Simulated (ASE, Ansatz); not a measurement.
**Convergence of a linear-scaling basis for C(111) slab, H on the bottom face (117 atoms)**

Aim: test how closely localised support functions follow the reference on C(111) slab, H on the bottom face (117 atoms), and at what cost. A setting counts as converged where the r.m.s. difference of forces stays under 1 % of the r.m.s. force.

Program: Ansatz 0.2.0. Level of theory: Kohn-Sham DFT, PBEsol, PAW (set soft_2), plane waves. Results are calculated unless marked as measured.

### 1. The starting structure

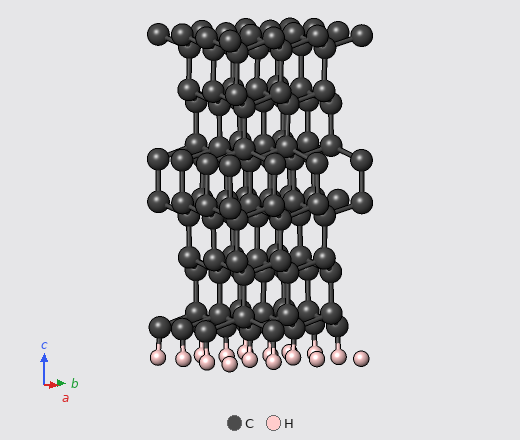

The cell as given, from the side, with the c axis up (carbon dark grey, hydrogen pink). Bonds to atoms that aren't drawn are left out. Some periodic images of atoms are drawn too.

The cell holds 117 atoms: 108 C and 9 H. Cell: a = 7.567 Å, b = 7.567 Å, c = 23.902 Å, α = 90.0°, β = 90.0°, γ = 120.0°. It derives from C (diamond-structure). Diamond-structure C (a = 3.567 Å), (111) slab of 12 atomic planes, 3 x 3 surface cells, H on the broken bonds of the bottom face, 12 Å of vacuum; displaced by a Gaussian of 0.02 Å. Regions: slab, 108 atoms (108 C); hydrogen, 9 atoms (9 H). Vacuum lies along c.

Before any run, some limits are plain. Beside vacuum, support functions can miss their usual error bounds without a warning. The main run has no spin polarisation, so any moments at edges, vacancies or dangling bonds can't form in it. The electron count is odd and the run has no spin polarisation, so levels at the top are partly filled by construction. Only the Γ point is sampled, in a cell whose shortest periodic width is 7 Å.

### 2. Plane-wave single point

The first run fixes the reference, at a cutoff of 420 eV.

Input file input.yaml:

```yaml
crystal:
  lattice:
    - [7.56675, 0.0, 0.0]
    - [-3.78337, 6.553, 0.0]
    - [0.0, 0.0, 23.90189]
  atoms:
    - { symbol: C, position: [0.44636, 0.89411, 0.31789] }
    - { symbol: C, position: [0.33013, 0.99984, 0.29723] }
    - { symbol: C, position: [0.22441, 0.78093, 0.4041] }
    - { symbol: C, position: [0.44432, 0.89064, 0.38248] }
    - { symbol: C, position: [0.33256, 0.00113, 0.49108] }
    - { symbol: C, position: [0.22723, 0.78237, 0.46955] }
    - { symbol: C, position: [0.44776, 0.89072, 0.57739] }
    - { symbol: C, position: [0.32868, 0.99877, 0.55656] }
    - { symbol: C, position: [0.22606, 0.7832, 0.66293] }
    - { symbol: C, position: [0.44608, 0.89189, 0.64197] }
    - { symbol: C, position: [0.33353, 0.99867, 0.74951] }
    - { symbol: C, position: [0.22756, 0.78049, 0.72753] }
    - { symbol: C, position: [0.44091, 0.55334, 0.31809] }
    - { symbol: C, position: [0.33373, 0.66581, 0.29658] }
    - { symbol: C, position: [0.22365, 0.44626, 0.40422] }
    - { symbol: C, position: [0.44706, 0.55739, 0.38222] }
    - { symbol: C, position: [0.33374, 0.66641, 0.49076] }
    - { symbol: C, position: [0.21864, 0.44146, 0.46934] }
    - { symbol: C, position: [0.44297, 0.55996, 0.57613] }
    - { symbol: C, position: [0.33473, 0.669, 0.55385] }
    - { symbol: C, position: [0.22483, 0.44372, 0.66203] }
    - { symbol: C, position: [0.44125, 0.55698, 0.64384] }
    - { symbol: C, position: [0.33142, 0.66919, 0.74946] }
    - { symbol: C, position: [0.22137, 0.44434, 0.72746] }
    - { symbol: C, position: [0.77414, 0.8907, 0.31831] }
    - { symbol: C, position: [0.65998, 0.99789, 0.29683] }
    - { symbol: C, position: [0.55018, 0.77892, 0.40395] }
    - { symbol: C, position: [0.77926, 0.88441, 0.38228] }
    - { symbol: C, position: [0.66764, 0.99942, 0.49042] }
    - { symbol: C, position: [0.55401, 0.76908, 0.46846] }
    - { symbol: C, position: [0.77897, 0.88652, 0.57629] }
    - { symbol: C, position: [0.66691, 0.00624, 0.55425] }
    - { symbol: C, position: [0.55634, 0.77981, 0.66257] }
    - { symbol: C, position: [0.78006, 0.88462, 0.64103] }
    - { symbol: C, position: [0.66557, 0.00133, 0.748] }
    - { symbol: C, position: [0.56076, 0.78018, 0.72936] }
    - { symbol: C, position: [0.44381, 0.22334, 0.31893] }
    - { symbol: C, position: [0.33205, 0.32795, 0.29858] }
    - { symbol: C, position: [0.22297, 0.11128, 0.40541] }
    - { symbol: C, position: [0.44586, 0.22135, 0.38312] }
    - { symbol: C, position: [0.33898, 0.33714, 0.49164] }
    - { symbol: C, position: [0.21958, 0.11034, 0.4695] }
    - { symbol: C, position: [0.44363, 0.22188, 0.57526] }
    - { symbol: C, position: [0.33566, 0.33152, 0.55641] }
    - { symbol: C, position: [0.22058, 0.10895, 0.66279] }
    - { symbol: C, position: [0.44299, 0.22101, 0.64092] }
    - { symbol: C, position: [0.33211, 0.33253, 0.74846] }
    - { symbol: C, position: [0.2228, 0.11342, 0.72781] }
    - { symbol: C, position: [0.77769, 0.55791, 0.31911] }
    - { symbol: C, position: [0.66701, 0.66717, 0.29625] }
    - { symbol: C, position: [0.55633, 0.44414, 0.40235] }
    - { symbol: C, position: [0.78283, 0.55643, 0.38402] }
    - { symbol: C, position: [0.66212, 0.66646, 0.49179] }
    - { symbol: C, position: [0.55565, 0.44842, 0.46902] }
    - { symbol: C, position: [0.77972, 0.54749, 0.57764] }
    - { symbol: C, position: [0.66292, 0.66283, 0.55594] }
    - { symbol: C, position: [0.55233, 0.44365, 0.6645] }
    - { symbol: C, position: [0.77675, 0.56296, 0.64282] }
    - { symbol: C, position: [0.66464, 0.66456, 0.74929] }
    - { symbol: C, position: [0.55998, 0.45025, 0.72696] }
    - { symbol: C, position: [0.11327, 0.89423, 0.31835] }
    - { symbol: C, position: [0.00644, 0.00722, 0.29642] }
    - { symbol: C, position: [0.88883, 0.77574, 0.40516] }
    - { symbol: C, position: [0.1109, 0.89044, 0.38125] }
    - { symbol: C, position: [0.99927, 0.99985, 0.48952] }
    - { symbol: C, position: [0.89054, 0.777, 0.47101] }
    - { symbol: C, position: [0.10667, 0.88637, 0.57671] }
    - { symbol: C, position: [0.99939, 0.99746, 0.55494] }
    - { symbol: C, position: [0.88874, 0.77306, 0.66236] }
    - { symbol: C, position: [0.11162, 0.89073, 0.64265] }
    - { symbol: C, position: [0.0002, 0.99854, 0.7465] }
    - { symbol: C, position: [0.88891, 0.77988, 0.72842] }
    - { symbol: C, position: [0.77923, 0.22245, 0.31844] }
    - { symbol: C, position: [0.66648, 0.33317, 0.29681] }
    - { symbol: C, position: [0.5629, 0.1173, 0.40485] }
    - { symbol: C, position: [0.78058, 0.22331, 0.38359] }
    - { symbol: C, position: [0.66452, 0.33378, 0.48966] }
    - { symbol: C, position: [0.55816, 0.11017, 0.4689] }
    [... 33 atom lines left out ...]
    - { symbol: H, position: [0.33574, 0.33458, 0.25279] }
    - { symbol: H, position: [0.66252, 0.66111, 0.25151] }
    - { symbol: H, position: [0.99613, 0.99732, 0.2501] }
    - { symbol: H, position: [0.66476, 0.33092, 0.2507] }
    - { symbol: H, position: [0.99967, 0.65902, 0.25242] }
    - { symbol: H, position: [0.00082, 0.32883, 0.251] }
kpoints:
  mp_grid: { grid: [1, 1, 1] }
hamiltonian:
  xc: pbesol
scf:
  occupations: { method: gaussian, width: 0.05 }
output:
  forces: true
  populations: true
  dos:
    method: { smearing: { sigma: 0.1 } }
    de: 0.1
    projected:
      site_lists:
        C: [C]
        H: [H]
        hydrogen: [108, 109, 110, 111, 112, 113, 114, 115, 116]
  eigenvalues: true
  write_density: true
  write_potential: true
  volumetric_format: npy
```

Run with:

```bash
> ansatz run input.yaml --threads 8 --pin off --max-ram 15872MiB --backend cpu --events-out ev --progress --plain --runs-dir out
```

Numbers of over 12 decimals in the logs are rounded to 6 here.

The program printed:

```text
Engine: ansatz 0.2.0, x86_64-unknown-linux-gnu
Pseudopotentials: kind: paw
Pseudopotential: C, paw, valence charge 4, recommended cutoff 420 eV (normal), C.paw.azcp
Pseudopotential: H, paw, valence charge 1, recommended cutoff 420 eV (normal), H.paw.azcp
Functional definition: PBEsol
  exchange = pbesol_x
  correlation = pbesol_c
Crystal: 117 atoms, lattice volume = 1185.173 Å³
Basis set: ecut = 420 eV, 23131 PW (Γ), exchange–correlation on 108×108×320 points (8 copies of the dense FFT grid, shifted against one another)
Bands: 338, of which v1, the nominal top of the filled ones, is band 221 counted from 1 (220 counted from 0)
Symmetry: 1 space group operations
Space group: P1 (ITA 1), of the structure as read, at distance tolerance 1.1e-4 Å
k-points: 1
Non-local potential: C, projectors of the file, l = 0: 2, l = 1: 2, l = 2: 1
Non-local potential: H, projectors of the file, l = 0: 2, l = 1: 1
PAW form: soft (Blöchl's): semilocal exchange-correlation on the pseudo side does not see the compensation charge
PAW frozen core: C, regenerated for the run's functional, and the local potential with it (the file was generated under x = pbe(κ = 0.804, μ = 0.219515), c = pbe(β = 0.066725))
PAW one-centre angular grid: C, 110 points (default); XC on 64 Gauss nodes
PAW one-centre angular grid: H, 110 points (default); XC on 64 Gauss nodes
Initial density: superposition of atomic densities (neutral atoms: chi_scale 0, normalization atom), corrected by the library's trained network
Initial wavefunctions: pseudopotential atomic-orbital guess
Functional: x = pbesol(κ = 0.804, μ = 0.123457), c = pbesol(β = 0.046)
SCF iter   1: F=—  HF=-26745.095703 eV  |F-HF|=—  |Δ(HF+E_count)|=         —  Δρ=2.85e-2  dr2=1.61e2  ethr=1.77e-3  ⟨swp⟩=7.0  Hψ=1734  notcnv=0  defer=97
preconditioner: auto → LDOS  [insulator: Δε(μ)=0.061 eV  Ē_g=15.939 eV  σ=0.050 eV  W_gap=0.51  n_scr=250 (ndim 8)  ℏωp=22.7 eV  f_vac=0.403  D(μ)=42.22/eV (n_scr^D=300)  ε∞_Penn≈3.0  β→1.0]
SCF iter   2: F=—  HF=-26742.868663 eV  |F-HF|=—  |Δ(HF+E_count)|=    2.23e0  Δρ=1.91e-2  dr2=9.91e0  ethr=1.77e-3  ⟨swp⟩=3.0  Hψ=485  notcnv=0  defer=112
SCF iter   3: F=—  HF=-26742.861716 eV  |F-HF|=—  |Δ(HF+E_count)|=   6.95e-3  Δρ=1.04e-2  dr2=4.23e0  ethr=1.77e-3  ⟨swp⟩=3.0  Hψ=532  notcnv=0  defer=106
SCF iter   4: F=—  HF=-26742.415162 eV  |F-HF|=—  |Δ(HF+E_count)|=   4.47e-1  Δρ=6.78e-3  dr2=1.61e0  ethr=9.60e-4  ⟨swp⟩=3.0  Hψ=801  notcnv=0  defer=106
SCF iter   5: F=—  HF=-26742.300573 eV  |F-HF|=—  |Δ(HF+E_count)|=   1.15e-1  Δρ=5.17e-3  dr2=9.80e-1  ethr=3.64e-4  ⟨swp⟩=2.0  Hψ=394  notcnv=0  defer=106
SCF iter   6: F=—  HF=-26742.306592 eV  |F-HF|=—  |Δ(HF+E_count)|=   6.02e-3  Δρ=4.29e-3  dr2=8.48e-1  ethr=2.22e-4  ⟨swp⟩=3.0  Hψ=324  notcnv=0  defer=106
SCF iter   7: F=—  HF=-26742.299005 eV  |F-HF|=—  |Δ(HF+E_count)|=   7.59e-3  Δρ=3.64e-3  dr2=7.33e-1  ethr=1.92e-4  ⟨swp⟩=3.0  Hψ=392  notcnv=0  defer=106
SCF iter   8: F=—  HF=-26742.253660 eV  |F-HF|=—  |Δ(HF+E_count)|=   4.53e-2  Δρ=3.01e-3  dr2=5.29e-1  ethr=1.66e-4  ⟨swp⟩=3.0  Hψ=260  notcnv=0  defer=106
SCF iter   9: F=—  HF=-26742.218197 eV  |F-HF|=—  |Δ(HF+E_count)|=   3.55e-2  Δρ=2.42e-3  dr2=2.81e-1  ethr=1.20e-4  ⟨swp⟩=3.0  Hψ=445  notcnv=0  defer=106
SCF iter  10: F=—  HF=-26742.187029 eV  |F-HF|=—  |Δ(HF+E_count)|=   3.12e-2  Δρ=1.89e-3  dr2=1.24e-1  ethr=6.38e-5  ⟨swp⟩=2.0  Hψ=598  notcnv=0  defer=106
[...]
SCF iter  22: F=—  HF=-26742.174553 eV  |F-HF|=—  |Δ(HF+E_count)|=   1.06e-4  Δρ=4.45e-5  dr2=3.53e-5  ethr=1.84e-8  ⟨swp⟩=2.0  Hψ=339  notcnv=0  defer=106
SCF iter  23: F=—  HF=-26742.174558 eV  |F-HF|=—  |Δ(HF+E_count)|=   5.05e-6  Δρ=2.59e-5  dr2=1.17e-5  ethr=8.00e-9  ⟨swp⟩=3.0  Hψ=417  notcnv=0  defer=106
SCF iter  24: F=—  HF=-26742.174564 eV  |F-HF|=—  |Δ(HF+E_count)|=   6.24e-6  Δρ=1.71e-5  dr2=5.68e-6  ethr=2.66e-9  ⟨swp⟩=3.0  Hψ=450  notcnv=0  defer=106
SCF iter  25: F=—  HF=-26742.174565 eV  |F-HF|=—  |Δ(HF+E_count)|=   8.67e-7  Δρ=1.31e-5  dr2=3.41e-6  ethr=1.29e-9  ⟨swp⟩=2.0  Hψ=293  notcnv=0  defer=106
SCF iter  26: F=—  HF=-26742.174566 eV  |F-HF|=—  |Δ(HF+E_count)|=   6.12e-7  Δρ=1.01e-5  dr2=2.00e-6  ethr=7.73e-10  ⟨swp⟩=2.0  Hψ=298  notcnv=0  defer=106
SCF iter  27: F=—  HF=-26742.174567 eV  |F-HF|=—  |Δ(HF+E_count)|=   8.75e-7  Δρ=7.39e-6  dr2=1.01e-6  ethr=4.55e-10  ⟨swp⟩=3.0  Hψ=448  notcnv=0  defer=106
SCF iter  28: F=—  HF=-26742.174567 eV  |F-HF|=—  |Δ(HF+E_count)|=   3.29e-7  Δρ=5.45e-6  dr2=5.52e-7  ethr=2.30e-10  ⟨swp⟩=2.0  Hψ=274  notcnv=0  defer=106
SCF iter  29: F=—  HF=-26742.174567 eV  |F-HF|=—  |Δ(HF+E_count)|=   1.60e-7  Δρ=4.47e-6  dr2=3.78e-7  ethr=1.25e-10  ⟨swp⟩=2.0  Hψ=294  notcnv=0  defer=106
SCF iter  30: F=—  HF=-26742.174567 eV  |F-HF|=—  |Δ(HF+E_count)|=   1.04e-7  Δρ=2.77e-6  dr2=1.49e-7  ethr=8.57e-11  ⟨swp⟩=2.0  Hψ=245  notcnv=0  defer=106
SCF iter  31: F=-26742.174568 eV  HF=-26742.174567 eV  |F-HF|=1.50e-7  |Δ(HF+E_count)|=   1.08e-7  Δρ=1.78e-6  dr2=6.33e-8  ethr=2.27e-11  ⟨swp⟩=30.0  Hψ=4117  notcnv=0
SCF 1 converged in 31 iterations: F = -26742.174568 eV  dr2 = 6.33e-8
  greatest PAW one-centre occupation: 0.650 electrons in one spin orbital (limit 2), on the C atom at site 34 (counted from 0), in its partial waves of l = 0
WARN: The output density's exchange-correlation potential varies sharply where the density is thin. Do not read a vacuum level from v_tot or v_xc, or from such a field of the output density. On a cell that repeats whose density bears no net charge and no dipole along the vacuum's axis use v_es (v_loc + v_h of the components); [...]
SCF converged after 31 iterations
Free energy (F): -26742.174568 eV
Harris-Foulkes:  -26742.174567 eV  (|F-HF|=1.50e-7)
Internal energy: -26742.050024 eV  (E = F + TS)
E sigma→0 (E₀):  -26742.112296 eV
Entropy (-TS):   -0.124543 eV (-1.064 meV/atom)
Fermi energy:    5.490108 eV
--- Per-component energies (eV) ---
  E_band       = -1794.796418
  E_kinetic    = 10061.353577
  E_local      = -324925.323046  (includes V_loc(G=0)·N_el)
  E_nonlocal   = 2894.274780
  E_hartree    = 158745.182592
  E_xc         = -5276.806462
  E_vxc        = -6572.637416  (∫ρ·V_xc dr)
  E_paw        = -10304.104287  (= ΣΔE_a)
  E_vpaw       = -742.779255  (= ΣTr[D̂ρ^β])
  E_aug_tail   = -0.010841  (compensation charges beyond the density's cutoff)
  E_ewald      = 142061.104810
  E_core_change = 2.278855  (= ΣΔE_core)
  E_smearing   = -0.124543  (= −TS)
  E_closure    = 0.000000  (closes the sum)
  Σ components = -26742.174568   (vs F -26742.174568, Δ=0.00e0)
--- Forces (eV/Å), atoms counted from 1 ---
  atom   1  C     -0.76163794    -1.69615171    -0.55108214
  atom   2  C      0.92503907     0.98513261     1.24046944
  atom   3  C     -0.55466381     0.03316489    -0.13266606
  atom   4  C      0.22000352     0.62141746     0.40461808
  atom   5  C      0.48323076    -0.29743626    -0.21993765
  atom   6  C     -0.77340034    -0.83893939    -0.40588095
  atom   7  C     -1.03103774     0.45436146    -0.99539447
  atom   8  C      1.02288989     0.08984926    -0.86778726
  atom   9  C     -0.21888538    -1.02137740    -0.71266122
  atom  10  C      0.60606948    -0.26423528     0.21707987
  atom  11  C      0.24920252     0.64830050    -4.03013928
  atom  12  C     -1.27454636    -0.19309923     4.06999167
  atom  13  C      1.03837558     0.44373950    -0.71692784
  atom  14  C     -0.06286448     0.50167676     2.24826155
[...]
atom 116  H      0.04154813     0.21394882    -0.81858933
  atom 117  H     -0.20230252     0.10858377     0.58332601
  max |Σ_I F_I| component: 1.67e-4 eV/Å
--- Band table (eV) ---
  k-point 0: bands = ["-16.8801", "-16.2439", "-15.3913", "-14.3004", [... 322 levels ...], "13.5929", "13.6178", "13.6445", "13.9332", "14.1136", "14.1268", "14.1628", "14.2002", "14.2132", "14.2570", "14.3052", "14.3291"]
--- Löwdin populations: 117 sites ---
  site symbol       q [e]
     0      C      3.9609
     1      C      4.1372
     2      C      3.9881
[...]
116      H      0.8543
  spilling = 0.004274 (of n_electrons = 441.000000)
```

Run time: 17 s. Hardware: 8 threads of Intel Xeon Platinum 8259CL at 2.50GHz (Skylake/Cascade Lake), shared host; peak memory 1.5 GiB; 1.9 min of CPU time.

The program notes that the exchange-correlation potential is rough where the density is thin.

Read from the output:

* free energy: -26742.1746 eV
* free energy per atom: -228.5656 eV/atom
* SCF cycles: 31
* r.m.s. force component: 1.32 eV/Å
* longest force: 5.049 eV/Å
* Fermi energy: 5.49 eV
* levels partly filled by over 2 per cent: 8
* spilling of the projection: 0.004274

Neighbours are counted within 1.85 Å (C-C), 1.34 Å (C-H).

Length of the force by element and coordination:

```
element  coordination  atoms  mean length of the force (eV/Å)  spread  least  most
      C           all    108                             2.03    1.22  0.360  5.05
      C             3      9                             4.09   0.117   3.82  4.24
      C             4     99                             1.85    1.09  0.360  5.05
      H           all      9                            0.666   0.330  0.213  1.28
```

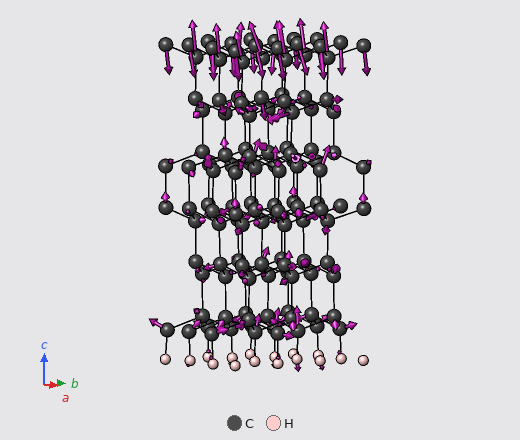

Forces as arrows; the longest in the cell is 5.05 eV/Å. Bonds to atoms that aren't drawn are left out. Some periodic images of atoms are drawn too.

Löwdin charges by element and coordination (they lack the spilled electrons, 0.016 e an atom on average):

```
element  coordination  atoms  mean charge (e)  spread    least    most
      C           all    108            0.004  0.0453   -0.153  0.0617
      C             3      9           0.0123  0.0178  -0.0103  0.0433
      C             4     99           0.0032  0.0469   -0.153  0.0617
      H           all      9            0.162  0.0084    0.146   0.174
```

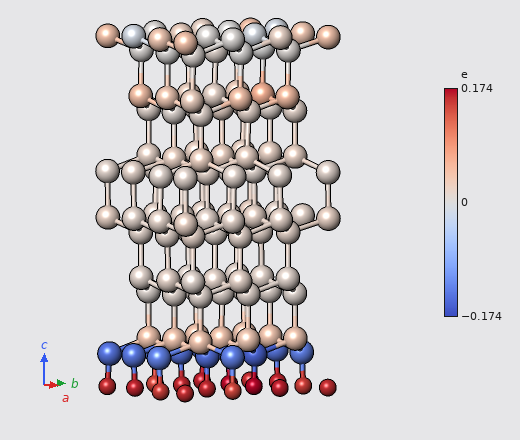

Atoms coloured by Löwdin charge. Bonds to atoms that aren't drawn are left out. Some periodic images of atoms are drawn too.

By region:

```
  region  atoms  mean length of the force (eV/Å)
    slab    108                             2.03
hydrogen      9                            0.666
```

Density of states as counts of states in windows of 1 eV (from the Fermi level), total and the larger projections:

```
from (eV)  to (eV)  total   C p  C s
      -14      -13    6.0   3.4  2.1
      -13      -12   18.0  12.5  5.3
      -12      -11   32.0  21.8  9.8
      -11      -10   23.9  18.2  5.0
      -10       -9   33.0  26.7  5.6
       -9       -8   29.0  23.4  4.8
       -8       -7   24.4  20.1  3.6
       -7       -6   41.2  39.0  0.8
       -6       -5   32.4  31.3  0.3
       -5       -4   26.0  23.9  1.1
       -4       -3   40.4  39.5  0.5
       -3       -2   10.7  10.4  0.1
       -2       -1    7.0   6.9  0.0
       -1        0   10.9   9.8  1.0
        0        1   10.9   9.5  1.2
        1        2    0.1   0.0  0.0
        2        3    1.9   0.3  0.1
        3        4   14.4   7.1  5.2
        4        5   28.5  12.3  5.7
```

Between -23 and -14 eV lie 104 more states.

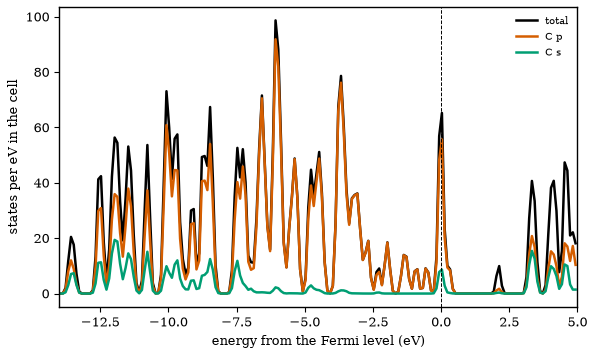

Total and projected density of states, with the broadening of the input.

The levels nearest the highest filled one (over half full), pooled over k-points and spins:

```
level less the highest filled one (eV)  occupation
                                -0.522           2
                               -0.0606        1.95
                               -0.0454        1.87
                                -0.024        1.64
                               -0.0141        1.48
                                     0        1.19
                                0.0263       0.612
                                0.0544       0.193
                                 0.072       0.072
                                 0.292           0
                                  2.11           0
                                  3.25           0
```

Planar average of the electrostatic potential energy along the normal, with the Fermi level as zero, after a running mean with a triangular window 4 Å wide at its base:

```
height (Å)  potential energy (eV)
       0.0                   4.13
       0.9                   3.84
       1.9                   3.50
       2.8                   3.21
       3.7                   2.85
       4.8                   1.66
       5.7                  -1.93
       6.7                  -8.26
       7.6                 -11.70
       8.5                 -12.14
       9.6                 -12.19
      10.5                 -12.22
      11.4                 -12.30
      12.4                 -12.33
      13.3                 -12.26
      14.2                 -12.16
      15.2                 -12.05
      16.1                 -11.84
      17.0                 -11.13
      18.1                  -6.95
      19.0                  -0.51
      20.0                   4.58
      20.9                   5.05
      21.8                   4.81
      22.9                   4.47
      23.8                   4.18
```

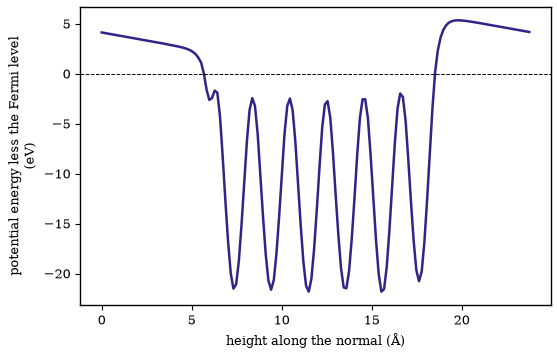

Planar average of the electrostatic potential energy; the dashed line is the Fermi level.

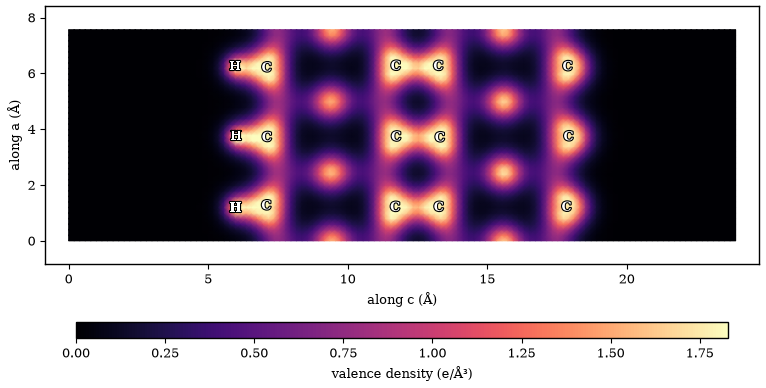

Valence density in the ca plane at fractional y = 0.001, with atoms of C and H within 0.2 Å of it. It is the smooth field of the valence electrons, not physical close to the nuclei. The map starts off the cell's origin, so that atoms lie inside it.

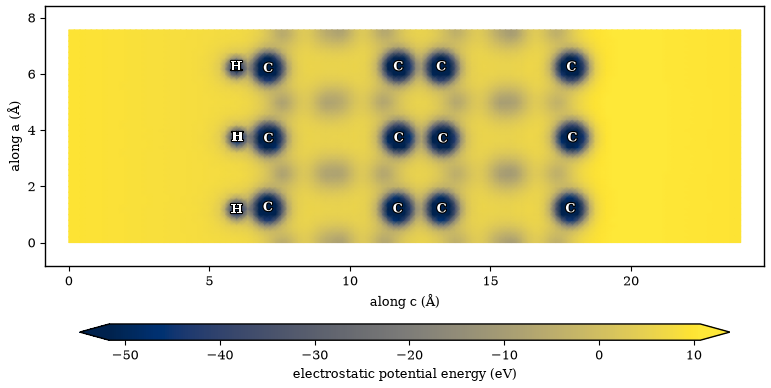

Electrostatic potential energy in the ca plane at fractional y = 0.001, with atoms of C and H within 0.2 Å of it. With pseudopotentials it is smooth inside the atoms' cores, unlike the true potential. The map starts off the cell's origin, so that atoms lie inside it.

Mean Löwdin charges: C +0.00, H +0.16 e (they miss 0.43 % of the electrons, so they add up to more than the cell's charge). Charges this small depend on the projection, at times even in sign. Within 0.4 eV of the Fermi level the largest share is C p (88 % of the projected weight). The potential slopes across the vacuum by 0.32 eV/Å: the slab bears a dipole, and with periodic images along the normal there is no flat vacuum level to read.

(Continued in part 2 of 2.)

[Logs are printed without paths, hosts, clocks, repeated set-up lines and the standing remarks that a program may print on its own settings, such as how far it seeks lower states.]

[Hosts, paths, dates, database ids (printed as entryN), source tags and the programs' standing remarks are cut or masked in the printed files.]
